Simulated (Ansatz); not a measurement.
**ZnS: a changed input and its effect**

System: ZnS (8 atoms in the cell).
Method of run A: DFT r2SCAN, scalar-relativistic, plane waves, PAW, no spin polarisation (Ansatz 0.2.0).

The structure derives from an entry of the Crystallography Open Database. Text and figures count atoms from 1; the logs count them from 0 in places.

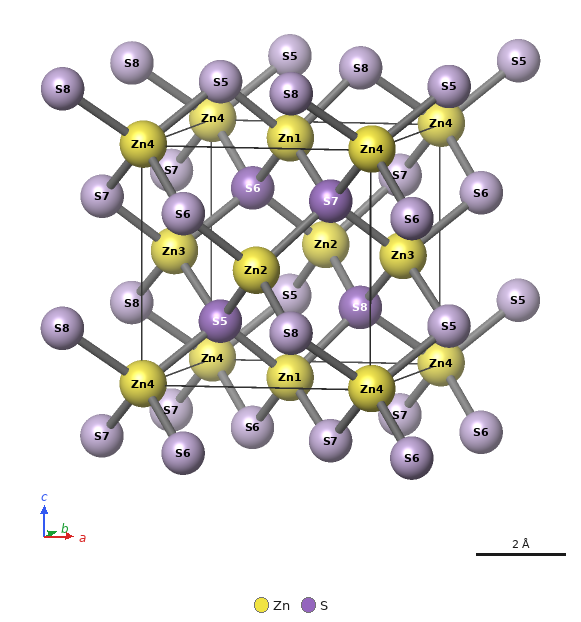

The structure (ball-and-stick view of the cell of the calculation, set on other vectors, seen slightly off an axis; neighbours outside the cell are drawn fainter; atoms are numbered from 1 in the order of the input). An atom can appear more than once, as a periodic image. Near neighbours in the periodic cell (some may lie outside the picture): Zn has 4 S at 2.24 to 2.48 Å; S has 4 Zn at 2.24 to 2.48 Å.

### Input, run A
```yaml
crystal:
  lattice:
    - [5.4640318385, -0.0085995756, -0.0302385261]
    - [0.0085995756, -5.4592850467, -0.0175551339]
    - [0.0302385261, -0.0175551339, -5.4035442291]
  atoms:
    - { symbol: Zn, position: [0.0098152312, 0.5155305118, 0.4976797415] }
    - { symbol: Zn, position: [0.5105049761, -0.0025842546, 0.4996423371] }
    - { symbol: Zn, position: [0.4914155322, 0.5093086639, 0.0061197842] }
    - { symbol: Zn, position: [-0.0055338355, -0.0053909099, -0.0045538224] }
    - { symbol: S, position: [0.7555530687, 0.7410630556, 0.7348272014] }
    - { symbol: S, position: [0.2537254736, 0.2360952139, 0.7470335653] }
    - { symbol: S, position: [0.2436962143, 0.7494067053, 0.2498779005] }
    - { symbol: S, position: [0.7408233394, 0.2565710139, 0.2693732925] }
basis:
  ecutwfc: 500
kpoints:
  mp_grid: { grid: [4, 4, 4] }
hamiltonian:
  xc: r2scan
scf:
  occupations: { method: gaussian, width: 0.05 }
output:
  forces: true
  stress: true
  eigenvalues: true
```

Command:
```bash
ansatz run input.yaml --threads 2 --pin off --max-ram 5120MiB --backend cpu --events-out ev --progress --plain --runs-dir out
```

Hardware: 2 threads of Intel Xeon @ 2.50GHz (Skylake/Cascade Lake), 32 GiB of memory available, shared host.

### Output, shortened to warnings, some set-up lines, iterations and results (run A)
```
Basis set: ecut = 500 eV, 4053 PW (Γ), exchange–correlation on 160×160×160 points (64 copies of the dense FFT grid, shifted against one another)
Symmetry: 1 space group operations
k-points: 36 of 64 (time reversal used)
Initial density: superposition of atomic densities (neutral atoms: chi_scale 0, normalization atom), corrected by the library's trained network
[...]
SCF iter   1: F=—  HF=-16933.528313 eV  |F-HF|=—  |Δ(HF+E_count)|=         —  Δρ=1.53e-2  dr2=1.86e-1  dr2_τ=2.47e-2  ethr=1.77e-3  ⟨swp⟩=8.9  Hψ=7455  notcnv=0
SCF iter   2: F=—  HF=-16933.522715 eV  |F-HF|=—  |Δ(HF+E_count)|=   5.60e-3  Δρ=2.34e-3  dr2=5.48e-3  dr2_τ=1.06e-3  ethr=2.58e-4  ⟨swp⟩=2.8  Hψ=3287  notcnv=0  defer=108
SCF iter   3: F=—  HF=-16933.516273 eV  |F-HF|=—  |Δ(HF+E_count)|=   6.44e-3  Δρ=3.21e-3  dr2=7.72e-3  dr2_τ=5.89e-5  ethr=7.61e-6  ⟨swp⟩=2.0  Hψ=2808  notcnv=0  defer=72
SCF iter   4: F=—  HF=-16933.515633 eV  |F-HF|=—  |Δ(HF+E_count)|=   6.40e-4  Δρ=7.02e-4  dr2=4.36e-4  dr2_τ=1.53e-5  ethr=7.61e-6  ⟨swp⟩=2.1  Hψ=2506  notcnv=0  defer=72
SCF iter   5: F=—  HF=-16933.515687 eV  |F-HF|=—  |Δ(HF+E_count)|=   5.42e-5  Δρ=1.84e-4  dr2=4.50e-5  dr2_τ=9.62e-7  ethr=6.06e-7  ⟨swp⟩=3.0  Hψ=3248  notcnv=0  defer=72
SCF iter   6: F=—  HF=-16933.515699 eV  |F-HF|=—  |Δ(HF+E_count)|=   1.20e-5  Δρ=1.21e-4  dr2=1.71e-5  dr2_τ=2.96e-7  ethr=6.25e-8  ⟨swp⟩=2.0  Hψ=2628  notcnv=0  defer=72
SCF iter   7: F=—  HF=-16933.515692 eV  |F-HF|=—  |Δ(HF+E_count)|=   7.53e-6  Δρ=2.42e-5  dr2=9.65e-7  dr2_τ=6.73e-9  ethr=2.37e-8  ⟨swp⟩=2.0  Hψ=2628  notcnv=0  defer=72
SCF iter   8: F=—  HF=-16933.515693 eV  |F-HF|=—  |Δ(HF+E_count)|=   9.89e-7  Δρ=9.57e-6  dr2=1.30e-7  dr2_τ=2.40e-9  ethr=1.34e-9  ⟨swp⟩=2.0  Hψ=2696  notcnv=0  defer=72
SCF iter   9: F=-16933.515693 eV  HF=-16933.515693 eV  |F-HF|=1.38e-8  |Δ(HF+E_count)|=   3.77e-8  Δρ=3.85e-6  dr2=1.62e-8  dr2_τ=2.35e-10  ethr=1.39e-10  ⟨swp⟩=8.8  Hψ=6396  …
SCF 1 converged in 9 iterations: F = -16933.515693 eV  dr2 = 1.62e-8
SCF converged after 9 iterations
Free energy (F): -16933.515693 eV
Harris-Foulkes:  -16933.515693 eV  (|F-HF|=1.38e-8)
Internal energy: -16933.515693 eV  (E = F + TS)
E sigma→0 (E₀):  -16933.515693 eV
Fermi energy:    6.522177 eV
--- Per-component energies (eV) ---
  E_band       = -25.939060
  E_kinetic    = 947.600343
  E_local      = -8252.671436  (includes V_loc(G=0)·N_el)
  E_nonlocal   = 2587.186035
  E_hartree    = 3459.663830
  E_xc         = -861.581346
  E_vxc        = -590.733553  (∫ρ·V_xc dr)
  E_paw        = -9840.674179  (= ΣΔE_a)
  E_vpaw       = -1665.914855  (= ΣTr[D̂ρ^β])
  E_aug_tail   = -0.000210  (compensation charges beyond the density's cutoff)
  E_vtau       = 29.263410  (kinetic-family band-sum trace: ∫τ·v_τ [+ j·A + Jᵃ·Aᵃ] dr)
  E_ewald      = -4971.869189
  E_core_change = -1.169542  (= ΣΔE_core)
  E_smearing   = -0.000000  (= −TS)
  E_closure    = 0.000000  (closes the sum)
  Σ components = -16933.515693   (vs F -16933.515693, Δ=0.00e0)
--- Forces (eV/Å), atoms counted from 1 ---
  atom   1  Zn    -0.01032513     1.08890678    -0.14218368
  atom   2  Zn    -0.39349420     0.14177483    -0.06863527
  atom   3  Zn     0.24432648     0.56746451     0.30288988
  atom   4  Zn    -0.22870135    -0.32066036    -0.11380361
  atom   5  S     -0.43799463    -0.30181413    -1.00527393
  atom   6  S     -0.17342491    -0.57348297    -0.25954278
  atom   7  S      0.40624317    -0.53051308     0.24088105
  atom   8  S      0.59338239    -0.07167881     1.04567774
  max |Σ_I F_I| component: 1.18e-5 eV/Å
--- Stress (GPa, compression-positive) ---
       -1.668426       0.110779       1.898315
        0.110779      -1.790573      -0.766937
        1.898315      -0.766937      -1.330911
  P = ⅓ Tr σ = -1.5966 GPa (-15.966 kbar)
```

The input of run B differs as follows (lines with − go, lines with + come):
```diff
-    - [5.4640318385, -0.0085995756, -0.0302385261]
-    - [0.0085995756, -5.4592850467, -0.0175551339]
-    - [0.0302385261, -0.0175551339, -5.4035442291]
+    - [5.5641013603, 0.037735044, -0.0551533252]
+    - [-0.037735044, -5.4852430723, 0.0675436114]
+    - [0.0551533252, 0.0675436114, -5.3184200676]
-    - { symbol: Zn, position: [0.0098152312, 0.5155305118, 0.4976797415] }
-    - { symbol: Zn, position: [0.5105049761, -0.0025842546, 0.4996423371] }
-    - { symbol: Zn, position: [0.4914155322, 0.5093086639, 0.0061197842] }
-    - { symbol: Zn, position: [-0.0055338355, -0.0053909099, -0.0045538224] }
-    - { symbol: S, position: [0.7555530687, 0.7410630556, 0.7348272014] }
-    - { symbol: S, position: [0.2537254736, 0.2360952139, 0.7470335653] }
-    - { symbol: S, position: [0.2436962143, 0.7494067053, 0.2498779005] }
-    - { symbol: S, position: [0.7408233394, 0.2565710139, 0.2693732925] }
+    - { symbol: Zn, position: [-0.0048412724, 0.4898586694, 0.5040725807] }
+    - { symbol: Zn, position: [0.5028781376, 0.0038461718, 0.4994019845] }
+    - { symbol: Zn, position: [0.4959559248, 0.4965136124, -0.0092541867] }
+    - { symbol: Zn, position: [0.0042777421, 0.0050708818, -0.0110844998] }
+    - { symbol: S, position: [0.7470647594, 0.7528855085, 0.7488592485] }
+    - { symbol: S, position: [0.2565883425, 0.247719258, 0.7513703029] }
+    - { symbol: S, position: [0.2492488691, 0.7513846046, 0.2585965924] }
+    - { symbol: S, position: [0.7488274969, 0.2527212935, 0.2580379774] }
```

How does run B compare with run A?

With the same functional and potentials, run B lies 9.9 meV per atom lower. The gap on the mesh goes from 2.51 to 2.38 eV. The pressure goes from −1.60 to −2.32 GPa. The largest force goes from 1.204 to 0.728 eV/Å. The volume per atom goes from 20.15 to 20.28 Å³. The number of SCF iterations is the same. The plane waves at Γ go from 4053 to 4105.

### Output, shortened to warnings, some set-up lines, iterations and results (run B)
```
Basis set: ecut = 500 eV, 4105 PW (Γ), exchange–correlation on 180×180×160 points (64 copies of the dense FFT grid, shifted against one another)
Symmetry: 1 space group operations
k-points: 36 of 64 (time reversal used)
Initial density: superposition of atomic densities (neutral atoms: chi_scale 0, normalization atom), corrected by the library's trained network
[...]
SCF iter   1: F=—  HF=-16933.608384 eV  |F-HF|=—  |Δ(HF+E_count)|=         —  Δρ=1.53e-2  dr2=1.86e-1  dr2_τ=2.38e-2  ethr=1.77e-3  ⟨swp⟩=8.4  Hψ=7104  notcnv=0
SCF iter   2: F=—  HF=-16933.601685 eV  |F-HF|=—  |Δ(HF+E_count)|=   6.70e-3  Δρ=2.34e-3  dr2=5.56e-3  dr2_τ=1.07e-3  ethr=2.59e-4  ⟨swp⟩=2.7  Hψ=3268  notcnv=0  defer=107
SCF iter   3: F=—  HF=-16933.595210 eV  |F-HF|=—  |Δ(HF+E_count)|=   6.47e-3  Δρ=3.20e-3  dr2=7.74e-3  dr2_τ=5.88e-5  ethr=7.73e-6  ⟨swp⟩=2.0  Hψ=2810  notcnv=0  defer=71
SCF iter   4: F=—  HF=-16933.594582 eV  |F-HF|=—  |Δ(HF+E_count)|=   6.28e-4  Δρ=6.99e-4  dr2=4.38e-4  dr2_τ=1.54e-5  ethr=7.73e-6  ⟨swp⟩=2.1  Hψ=2468  notcnv=0  defer=71
SCF iter   5: F=—  HF=-16933.594639 eV  |F-HF|=—  |Δ(HF+E_count)|=   5.66e-5  Δρ=1.64e-4  dr2=3.89e-5  dr2_τ=9.43e-7  ethr=6.09e-7  ⟨swp⟩=2.2  Hψ=2785  notcnv=0  defer=71
SCF iter   6: F=—  HF=-16933.594617 eV  |F-HF|=—  |Δ(HF+E_count)|=   2.24e-5  Δρ=1.18e-4  dr2=1.40e-5  dr2_τ=1.35e-7  ethr=5.40e-8  ⟨swp⟩=2.0  Hψ=2626  notcnv=0  defer=71
SCF iter   7: F=—  HF=-16933.594608 eV  |F-HF|=—  |Δ(HF+E_count)|=   8.41e-6  Δρ=2.39e-5  dr2=8.86e-7  dr2_τ=7.63e-9  ethr=1.94e-8  ⟨swp⟩=2.0  Hψ=2625  notcnv=0  defer=71
SCF iter   8: F=—  HF=-16933.594609 eV  |F-HF|=—  |Δ(HF+E_count)|=   9.54e-7  Δρ=8.82e-6  dr2=1.19e-7  dr2_τ=2.22e-9  ethr=1.23e-9  ⟨swp⟩=2.0  Hψ=2633  notcnv=0  defer=71
SCF iter   9: F=-16933.594609 eV  HF=-16933.594609 eV  |F-HF|=5.53e-10  |Δ(HF+E_count)|=   3.52e-8  Δρ=2.75e-6  dr2=9.42e-9  dr2_τ=1.70e-10  ethr=1.39e-10  ⟨swp⟩=8.6  Hψ=6336 …
SCF 1 converged in 9 iterations: F = -16933.594609 eV  dr2 = 9.42e-9
SCF converged after 9 iterations
Free energy (F): -16933.594609 eV
Harris-Foulkes:  -16933.594609 eV  (|F-HF|=5.53e-10)
Internal energy: -16933.594609 eV  (E = F + TS)
E sigma→0 (E₀):  -16933.594609 eV
Fermi energy:    6.466872 eV
--- Per-component energies (eV) ---
  E_band       = -30.049113
  E_kinetic    = 946.671251
  E_local      = -8265.428541  (includes V_loc(G=0)·N_el)
  E_nonlocal   = 2587.521381
  E_hartree    = 3464.385199
  E_xc         = -861.047258
  E_vxc        = -589.984295  (∫ρ·V_xc dr)
  E_paw        = -9841.177800  (= ΣΔE_a)
  E_vpaw       = -1666.829069  (= ΣTr[D̂ρ^β])
  E_aug_tail   = -0.000209  (compensation charges beyond the density's cutoff)
  E_vtau       = 29.226499  (kinetic-family band-sum trace: ∫τ·v_τ [+ j·A + Jᵃ·Aᵃ] dr)
  E_ewald      = -4963.349091
  E_core_change = -1.169542  (= ΣΔE_core)
  E_smearing   = -0.000000  (= −TS)
  E_closure    = 0.000000  (closes the sum)
  Σ components = -16933.594609   (vs F -16933.594609, Δ=0.00e0)
--- Forces (eV/Å), atoms counted from 1 ---
  atom   1  Zn     0.31689858    -0.36935956    -0.04949371
  atom   2  Zn     0.06645089     0.36317384     0.06479780
  atom   3  Zn     0.23640733    -0.35653441    -0.58865228
  atom   4  Zn    -0.11225792     0.31202825    -0.55688265
  atom   5  S      0.08010874     0.03906429    -0.09340009
  atom   6  S     -0.41791861    -0.16785854     0.19779082
  atom   7  S     -0.14874321     0.08764666     0.36800738
  atom   8  S     -0.02094905     0.09184018     0.65782551
  max |Σ_I F_I| component: 7.22e-6 eV/Å
--- Stress (GPa, compression-positive) ---
       -3.156368      -1.566983       0.889113
       -1.566983      -2.463486       1.644068
        0.889113       1.644068      -1.341958
  P = ⅓ Tr σ = -2.3206 GPa (-23.206 kbar)
```

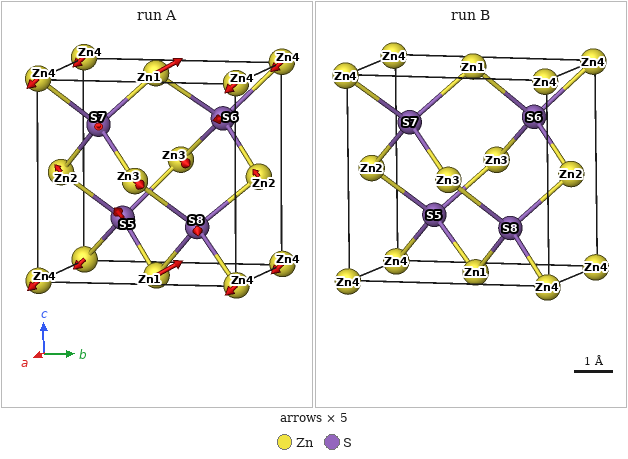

The two input geometries at one scale (ball-and-stick view of the cell of the calculation, set on other vectors, seen slightly off an axis). The red arrows on the first give the shifts of the atoms relative to the cell, with their mean removed, magnified 5 times. The largest move relative to the cell is that of Zn1, 0.17 Å. Largest moves by element: Zn 0.17 Å, S 0.11 Å. (The mean shift of all atoms is removed.) The volume changes by +0.7 %, with a 5.404 → 5.319 Å (−1.6 %), b 5.459 → 5.486 Å (+0.5 %), c 5.464 → 5.565 Å (+1.8 %), α 89.8° → 90.8°, β 89.4° → 88.8°, γ 89.6° → 91.4°. Among the contacts that change: Zn3–S6 2.440 → 2.278 Å, Zn1–S7 2.238 → 2.393 Å, Zn1–S8 2.399 → 2.285 Å, Zn4–S7 2.354 → 2.467 Å.

### The two runs side by side

| quantity | run A | run B |
| --- | --- | --- |
| outcome | converged | converged |
| free energy per atom (eV) | −2116.6895 | −2116.6993 |
| gap on the mesh (eV) | 2.51 | 2.38 |
| pressure (GPa) | −1.60 | −2.32 |
| volume per atom (Å³) | 20.15 | 20.28 |
| largest force (eV/Å) | 1.204 | 0.728 |
| SCF iterations | 9 | 9 |
| irreducible k-points | 36 | 36 |
| plane waves at Γ | 4053 | 4105 |
| wall time (shared host) | 24 s | 24 s |
